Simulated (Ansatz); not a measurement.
Run report: K3H8, geometry relaxation (part 4 of 4)

K3H8 (P1, 11 atoms in the cell); DFT PBE, scalar-relativistic, plane waves, PAW (Ansatz 0.2.0); cutoff 420 eV, 3×3×3 k-mesh, Gaussian smearing of 0.2 eV. The structure was made by a generator, so it may or may not be a known phase. The run did not end well.

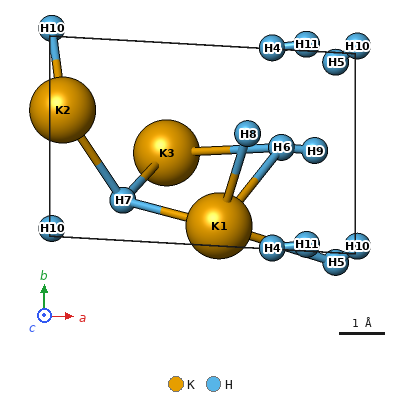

Fig. 1: The geometry at step 38 of the log (ball-and-stick view of the cell of the calculation, along the c axis; atoms are numbered from 1 in the order of the input).

Trajectory as extended XYZ, continued
```
11
Lattice="4.9210 1.8814 4.5524 -3.1198 1.6492 3.0204 0.7049 -5.6803 4.9656" Properties=species:S:1:pos:R:3:forces:R:3 step=30 energy=-4740.20446 pressure_GPa=0.14
K     2.9960   -1.8094    5.3606   -0.0491   0.0186   0.0278
K    -1.0340   -2.5069    4.8840    0.0026  -0.0206   0.0188
K     1.0989   -4.2208    8.3462   -0.0120   0.0057   0.0009
H     3.2003    1.6009    2.7779    0.0224  -0.0072  -0.0040
H     0.2953   -1.8032    1.1535    0.0187   0.0290   0.0745
H    -2.9394   -0.7838    1.4676   -0.0433  -0.0768  -0.0190
H     0.9340   -1.0197    3.9780   -0.0074  -0.0313  -0.0394
H     2.0094   -1.6525    7.8697    0.0254   0.0254  -0.0062
H     3.1279   -3.9883   11.1576    0.0466   0.0759  -0.0200
H     2.2112    1.8533    9.4735   -0.0133  -0.0131  -0.0526
H     1.3358   -2.0986   11.1890    0.0090  -0.0056   0.0191
11
Lattice="4.9657 1.8785 4.5542 -3.1109 1.6255 2.9854 0.7119 -5.6893 4.9683" Properties=species:S:1:pos:R:3:forces:R:3 step=31 energy=-4740.14811 pressure_GPa=-0.26 accepted=F
K     2.9875   -1.7956    5.3363   -0.0145   0.0438   0.0158
K    -1.0676   -2.4879    4.8718   -0.0108  -0.0110   0.0064
K     1.1379   -4.2349    8.2684    0.0090  -0.0266   0.0245
H     3.3456    1.5965    2.8656    0.0321   0.0218   0.0252
H     0.2733   -1.8561    1.1641    0.0320   0.0731   0.1658
H    -3.0461   -0.8139    1.4405    1.1672   1.1738   0.2455
H     0.9289   -1.0586    3.9249   -0.0147  -0.0360  -0.0397
H     2.0542   -1.6374    7.8356   -0.0013  -0.0027   0.0135
H     3.2019   -4.0342   11.1000   -1.1356  -1.1561  -0.2913
H     2.2486    1.8303    9.4432   -0.0302  -0.0599  -0.1557
H     1.4805   -2.1237   11.2574   -0.0330  -0.0203  -0.0100
11
Lattice="4.9498 1.8862 4.5605 -3.1253 1.6425 3.0140 0.7054 -5.6842 4.9696" Properties=species:S:1:pos:R:3:forces:R:3 step=32 energy=-4740.21254 pressure_GPa=0.11
K     2.9682   -1.8097    5.3639   -0.0232   0.0244   0.0232
K    -1.0692   -2.5145    4.8943   -0.0029   0.0044   0.0152
K     1.1335   -4.2246    8.3338   -0.0189  -0.0234   0.0047
H     3.2698    1.5934    2.8229    0.0081  -0.0104  -0.0060
H     0.2740   -1.8012    1.1457    0.0086   0.0112   0.0165
H    -2.9268   -0.7740    1.4536   -0.0295  -0.0491  -0.0160
H     0.9037   -1.0628    3.9531    0.0074  -0.0115  -0.0261
H     2.0184   -1.6254    7.8808    0.0090  -0.0002  -0.0079
H     3.1807   -3.9779   11.1311    0.0388   0.0485  -0.0216
H     2.2129    1.8513    9.4662   -0.0102  -0.0026  -0.0051
H     1.3895   -2.1168   11.2448    0.0129   0.0086   0.0233
11
Lattice="4.9964 1.8910 4.5719 -3.1370 1.6280 3.0050 0.7041 -5.6912 4.9799" Properties=species:S:1:pos:R:3:forces:R:3 step=33 energy=-4740.22141 pressure_GPa=-0.01
K     2.9581   -1.7855    5.3870   -0.0013  -0.0086   0.0157
K    -1.1148   -2.5031    4.9074   -0.0066   0.0050   0.0242
K     1.1464   -4.2773    8.3331   -0.0105   0.0135  -0.0115
H     3.3642    1.5777    2.8896    0.0308   0.0162   0.0352
H     0.2547   -1.7905    1.1413   -0.0036   0.0063  -0.0198
H    -2.9312   -0.7633    1.4156    0.0629   0.0801   0.0001
H     0.8942   -1.1189    3.9226    0.0123  -0.0220  -0.0149
H     2.0294   -1.6268    7.9000   -0.0095   0.0035   0.0008
H     3.2406   -3.9677   11.0739   -0.0419  -0.0810  -0.0294
H     2.2238    1.8508    9.4650   -0.0026  -0.0055   0.0157
H     1.4565   -2.1478   11.3288   -0.0301  -0.0075  -0.0161
11
Lattice="5.0737 1.8947 4.5856 -3.1418 1.5939 2.9746 0.7036 -5.6787 4.9812" Properties=species:S:1:pos:R:3:forces:R:3 step=34 energy=-4740.23330 pressure_GPa=-0.09
K     2.9526   -1.7929    5.4168    0.0121   0.0171  -0.0013
K    -1.1717   -2.4827    4.9408   -0.0226   0.0295   0.0022
K     1.1738   -4.2976    8.2819    0.0050  -0.0197   0.0096
H     3.4823    1.5683    2.9809    0.0235   0.0201   0.0422
H     0.2118   -1.7869    1.1094   -0.0063   0.0085   0.0121
H    -2.9010   -0.7372    1.3497    0.0914   0.1099  -0.0094
H     0.8916   -1.1976    3.8713    0.0195  -0.0277   0.0039
H     2.0616   -1.6134    7.9226   -0.0179  -0.0113   0.0087
H     3.3830   -3.9483   10.9913   -0.0692  -0.1088  -0.0154
H     2.2517    1.8217    9.4187   -0.0063  -0.0097  -0.0310
H     1.5451   -2.1624   11.4050   -0.0293  -0.0080  -0.0219
11
Lattice="5.1857 1.8944 4.6038 -3.1411 1.5378 2.9225 0.7055 -5.6501 4.9794" Properties=species:S:1:pos:R:3:forces:R:3 step=35 energy=-4740.25615 pressure_GPa=-0.17
K     2.9629   -1.7708    5.4389    0.0018  -0.0069  -0.0048
K    -1.2931   -2.4245    4.9416    0.0034   0.0271   0.0416
K     1.2500   -4.3621    8.2448    0.0067  -0.0027  -0.0047
H     3.6533    1.5481    3.1226   -0.0095  -0.0051   0.0121
H     0.1274   -1.7549    1.0332    0.0000   0.0203   0.0591
H    -2.8251   -0.6881    1.2501    0.1067   0.1229  -0.0012
H     0.8996   -1.3570    3.8084    0.0134  -0.0383  -0.0134
H     2.0902   -1.6239    7.9434   -0.0179  -0.0157   0.0006
H     3.6168   -3.9100   10.9156   -0.0974  -0.1033  -0.0049
H     2.2866    1.7816    9.3109   -0.0206  -0.0159  -0.0866
H     1.6871   -2.1784   11.4979    0.0131   0.0178   0.0018
11
Lattice="5.2508 1.8734 4.6024 -3.1365 1.4772 2.8817 0.7007 -5.6110 4.9825" Properties=species:S:1:pos:R:3:forces:R:3 step=36 energy=-4740.27508 pressure_GPa=-0.15
K     2.9427   -1.7862    5.4441    0.0645   0.0144   0.0527
K    -1.3177   -2.3735    5.0333   -0.0921  -0.0235  -0.0587
K     1.2876   -4.4142    8.2121    0.0281  -0.0027   0.0053
H     3.7705    1.5155    3.2218    0.0148   0.0231   0.0239
H     0.0413   -1.7126    0.9484    0.0100   0.0129   0.0760
H    -2.7606   -0.6310    1.1606   -0.0319  -0.0067  -0.0074
H     0.9061   -1.5128    3.7459    0.0147  -0.0197  -0.0005
H     2.0979   -1.6732    7.9539   -0.0080   0.0009   0.0108
H     3.7408   -3.8505   10.8735    0.0332   0.0282   0.0275
H     2.2719    1.7196    9.1849   -0.0255  -0.0215  -0.1085
H     1.7953   -2.1943   11.5366   -0.0078  -0.0054  -0.0211
11
Lattice="5.2562 1.8259 4.5750 -3.1445 1.4205 2.8655 0.6877 -5.5772 5.0019" Properties=species:S:1:pos:R:3:forces:R:3 step=37 energy=-4740.26353 pressure_GPa=0.04 accepted=F
K     3.0344   -1.8195    5.5576   -0.1995   0.0332  -0.1591
K    -1.5253   -2.3906    4.9761    0.2195   0.0139   0.1129
K     1.3313   -4.4468    8.2187   -0.0004  -0.0677   0.0064
H     3.8273    1.4804    3.2626   -0.0243  -0.0087  -0.0253
H    -0.0243   -1.6658    0.8881   -0.0156  -0.0048  -0.0920
H    -2.7254   -0.5809    1.1294   -0.0312  -0.0210  -0.0064
H     0.8978   -1.6364    3.7103   -0.0288  -0.0025   0.0431
H     2.0581   -1.7320    7.9602    0.0097  -0.0586  -0.0013
H     3.7804   -3.8354   10.8747    0.0320   0.0472   0.0398
H     2.1968    1.6259    9.0795    0.0029   0.0222   0.0571
H     1.8336   -2.2302   11.5569    0.0356   0.0466   0.0248
11
Lattice="5.2141 1.8219 4.5751 -3.1438 1.4430 2.8880 0.6925 -5.5848 5.0072" Properties=species:S:1:pos:R:3:forces:R:3 step=38 energy=-4740.29312 pressure_GPa=-0.07
K     2.9372   -1.8007    5.4751    0.0245   0.0013   0.0312
K    -1.3555   -2.3870    5.0522   -0.0467  -0.0336  -0.0336
K     1.2959   -4.4503    8.2440    0.0203  -0.0081  -0.0054
H     3.7603    1.4851    3.2097    0.0050   0.0180   0.0166
H     0.0007   -1.6840    0.9082    0.0121   0.0077   0.0216
H    -2.7570   -0.5830    1.1563   -0.0419  -0.0376  -0.0064
H     0.9042   -1.6006    3.7590   -0.0075  -0.0019  -0.0195
H     2.0485   -1.7406    7.9615    0.0003   0.0074   0.0114
H     3.6971   -3.8484   10.9434    0.0588   0.0564   0.0142
H     2.1915    1.6436    9.1216   -0.0223  -0.0173  -0.0421
H     1.7838   -2.2181   11.5276   -0.0026   0.0077   0.0119
11
Lattice="5.1912 1.7701 4.5463 -3.1583 1.4018 2.8910 0.6808 -5.5566 5.0327" Properties=species:S:1:pos:R:3:forces:R:3 step=39 energy=-4740.30605 pressure_GPa=-0.03
K     2.9166   -1.8235    5.5023   -0.0179  -0.0032   0.0000
K    -1.4204   -2.4149    5.0672    0.0139  -0.0399  -0.0204
K     1.3106   -4.4920    8.2670    0.0058  -0.0221  -0.0110
H     3.7773    1.4648    3.2265    0.0141   0.0255   0.0218
H    -0.0445   -1.6591    0.8565    0.0090  -0.0015  -0.0055
H    -2.7330   -0.5358    1.1563    0.0922   0.0702   0.0548
H     0.8756   -1.6887    3.7475   -0.0216   0.0172   0.0025
H     1.9977   -1.8018    7.9713   -0.0063  -0.0015   0.0005
H     3.6906   -3.8345   10.9816   -0.0707  -0.0476  -0.0459
H     2.0979    1.5492    9.0456   -0.0098  -0.0053  -0.0122
H     1.7813   -2.2439   11.5609   -0.0087   0.0084   0.0154
11
Lattice="5.0778 1.6855 4.4817 -3.1915 1.3718 2.9354 0.6550 -5.5310 5.0762" Properties=species:S:1:pos:R:3:forces:R:3 step=40 energy=-4740.31045 pressure_GPa=0.12
K     2.8595   -1.8802    5.5344   -0.0952  -0.0178  -0.0561
K    -1.4738   -2.5159    5.0769    0.0915   0.0558   0.0726
K     1.2783   -4.5358    8.3319   -0.0375  -0.0610  -0.0276
H     3.7016    1.4608    3.1883   -0.0054   0.0015  -0.0009
H    -0.0592   -1.6478    0.8134   -0.0046  -0.0012  -0.0467
H    -2.7174   -0.4806    1.2312   -0.0233  -0.0340  -0.0027
H     0.7996   -1.7297    3.7597   -0.0152  -0.0346  -0.0124
H     1.8608   -1.9006    7.9664   -0.0092  -0.0044  -0.0156
H     3.5344   -3.8243   11.0668    0.0626   0.0536  -0.0043
H     1.9059    1.4122    8.9854    0.0194   0.0140   0.0366
H     1.6718   -2.2572   11.5887    0.0166   0.0279   0.0567
11
Lattice="5.0855 1.6362 4.4489 -3.2146 1.3109 2.9277 0.6328 -5.4950 5.0998" Properties=species:S:1:pos:R:3:forces:R:3 step=41 energy=-4740.32587 pressure_GPa=0.16
K     2.7871   -1.9192    5.5466   -0.0688  -0.0154  -0.0351
K    -1.5501   -2.5356    5.1361    0.0800  -0.0541  -0.0515
K     1.2864   -4.6272    8.3438   -0.0392  -0.0508  -0.0252
H     3.7877    1.4528    3.2801    0.0291   0.0337   0.0162
H    -0.1373   -1.6141    0.7119   -0.0117  -0.0326   0.0522
H    -2.6342   -0.4065    1.2254   -0.0306  -0.0202  -0.0168
H     0.7452   -1.8846    3.7139   -0.0539   0.0584   0.0650
H     1.7640   -1.9934    7.9614    0.0085   0.0050   0.0012
H     3.5940   -3.7424   11.0373    0.0652   0.0425   0.0374
H     1.7970    1.3063    8.8464    0.0409   0.0318  -0.0700
H     1.7121   -2.2702   11.6791   -0.0196   0.0020   0.0266
11
Lattice="5.0739 1.6418 4.4416 -3.2304 1.3171 2.9457 0.6197 -5.5049 5.1045" Properties=species:S:1:pos:R:3:forces:R:3 step=42 energy=-4740.34255 pressure_GPa=0.07
K     2.7242   -1.9326    5.5346   -0.0283  -0.0173  -0.0185
K    -1.5641   -2.5654    5.1298    0.0160  -0.0364  -0.0362
K     1.2514   -4.6680    8.3465   -0.0346  -0.0203  -0.0202
H     3.8042    1.4988    3.3228    0.0159   0.0064   0.0007
H    -0.1499   -1.6403    0.6838   -0.0289  -0.0392  -0.1021
H    -2.6078   -0.3732    1.2516    0.0889   0.1061   0.0331
H     0.6883   -1.8956    3.7179   -0.0256   0.0198   0.0382
H     1.6969   -2.0128    7.9526    0.0120   0.0069   0.0128
H     3.6192   -3.7172   11.0440   -0.0746  -0.0740  -0.0071
H     1.7750    1.3103    8.8229    0.0499   0.0275   0.0770
H     1.6985   -2.2387   11.7564    0.0094   0.0206   0.0224
11
Lattice="5.0081 1.6098 4.4015 -3.2627 1.2969 2.9920 0.5802 -5.5055 5.1401" Properties=species:S:1:pos:R:3:forces:R:3 step=43 energy=-4740.36592 pressure_GPa=-0.00
K     2.5869   -2.0036    5.5347    0.0237  -0.0027   0.0195
K    -1.6214   -2.6494    5.1576   -0.0507  -0.0157  -0.0114
K     1.1469   -4.7577    8.3651   -0.0149  -0.0079   0.0058
H     3.8444    1.5581    3.3954    0.0312   0.0370   0.0217
H    -0.2075   -1.7063    0.5891   -0.0281  -0.0496   0.0028
H    -2.5646   -0.2593    1.2908    0.1819   0.1670   0.0884
H     0.5593   -1.9705    3.7359    0.0187   0.0031   0.0083
H     1.5571   -2.0979    7.9720   -0.0167   0.0048  -0.0193
H     3.5673   -3.6613   11.1244   -0.1679  -0.1512  -0.0707
H     1.6705    1.2503    8.7297    0.0332   0.0285  -0.0329
H     1.6694   -2.2020   11.9136   -0.0102  -0.0134  -0.0121
11
Lattice="4.9913 1.6159 4.3872 -3.2813 1.2834 3.0222 0.5445 -5.5215 5.1628" Properties=species:S:1:pos:R:3:forces:R:3 step=44 energy=-4740.38183 pressure_GPa=-0.14
K     2.4958   -2.0439    5.5604    0.0124  -0.0101  -0.0068
K    -1.7372   -2.7195    5.1553   -0.0368  -0.0077   0.0117
K     1.0552   -4.8589    8.4053    0.0073   0.0233   0.0269
H     3.9286    1.6494    3.4936    0.0199   0.0236   0.0100
H    -0.2834   -1.7908    0.5013    0.1139   0.0465   0.4298
H    -2.4795   -0.1664    1.3199    0.0999   0.1069   0.0505
H     0.4831   -2.0535    3.7580   -0.0007  -0.0033   0.0020
H     1.3962   -2.1749    7.9456    0.0104   0.0042   0.0207
H     3.5989   -3.5910   11.1725   -0.1200  -0.1046  -0.0299
H     1.6631    1.2636    8.6373   -0.1090  -0.0682  -0.4808
H     1.6962   -2.1466   12.0744    0.0027  -0.0102  -0.0341
11
Lattice="4.9174 1.5472 4.3356 -3.3053 1.2283 3.0576 0.5050 -5.4985 5.2150" Properties=species:S:1:pos:R:3:forces:R:3 step=45 energy=-4740.39194 pressure_GPa=0.14
K     2.3872   -2.1307    5.5894    0.0228  -0.0069   0.0273
K    -1.8217   -2.8014    5.2334   -0.0125   0.0090  -0.0182
K     0.9829   -4.9489    8.4862    0.0041   0.0097   0.0180
H     3.9590    1.6807    3.5283    0.0303   0.0371   0.0161
H    -0.3625   -1.8273    0.4110   -0.1160  -0.0843  -0.2209
H    -2.4242   -0.0790    1.3604   -0.0273  -0.0157  -0.0343
H     0.3786   -2.1610    3.7632    0.0042   0.0401   0.0403
H     1.2621   -2.2941    7.9719   -0.0136   0.0115  -0.0169
H     3.5024   -3.5561   11.2654    0.0067  -0.0219   0.0396
H     1.5454    1.1536    8.4707    0.1416   0.0784   0.1838
H     1.6816   -2.1493   12.1759   -0.0402  -0.0568  -0.0350
```

The run was set up as follows.

The input
```yaml
crystal:
  lattice:
    - [4.2910717701, 2.5942767686, 4.4684736108]
    - [-4.0566093485, 2.3599764023, 4.3736578901]
    - [-0.0856788585, -5.1017991592, 4.5024955625]
  atoms:
    - { symbol: K, position: [0.4937418975, -0.0008885563, 0.5012522897] }
    - { symbol: K, position: [-0.0028440028, 0.4881467988, 0.5364663566] }
    - { symbol: K, position: [0.506997641, 0.5024582138, 1.0194104454] }
    - { symbol: H, position: [0.4312482618, 0.0174294948, 0.0267582494] }
    - { symbol: H, position: [-0.0373797529, 0.0386946797, 0.4163724911] }
    - { symbol: H, position: [-0.0159483784, 0.426346286, 0.0184574249] }
    - { symbol: H, position: [0.3560401734, 0.3110273407, 0.3492937018] }
    - { symbol: H, position: [0.6521657344, 0.6279135735, 0.6371813824] }
    - { symbol: H, position: [1.0122415025, 0.5621099157, 0.9459771262] }
    - { symbol: H, position: [1.0133079423, 1.0077842693, 0.5670665131] }
    - { symbol: H, position: [0.5904289813, 1.018977984, 0.9817640193] }
basis:
  ecutwfc: 420
kpoints:
  mp_grid: { grid: [3, 3, 3] }
hamiltonian:
  xc: pbe
scf:
  occupations: { method: gaussian, width: 0.2 }
  lower_state_search: "off"
output:
  forces: true
  stress: true
  eigenvalues: true
relax:
  adjacent_minimum: "off"
  f_tol: 0.025
  max_steps: 60
  cell: { stress_tol: 0.25 }
```

Run as:
```bash
ansatz run input.yaml --threads 1 --pin off --max-ram 2560MiB --backend cpu --events-out ev --progress --plain --runs-dir out
```

Outcome

```json
{"quantity": "outcome", "value": "stopped at the time limit"}
{"quantity": "space group (tolerance 0.01 Å)", "value": "P1 (1)"}
{"quantity": "final cell", "value": "a = 6.736 Å, b = 4.667 Å, c = 7.595 Å, α = 77.75°, β = 71.08°, γ = 92.00°"}
{"quantity": "hardware", "value": "1 thread of Intel Xeon @ 2.70GHz, 189 GiB of memory available, shared host"}
{"quantity": "wall time", "value": "9 min"}
{"quantity": "peak memory", "value": "0.48 GiB"}
```

The run was cut off by its time limit, so the output is incomplete.
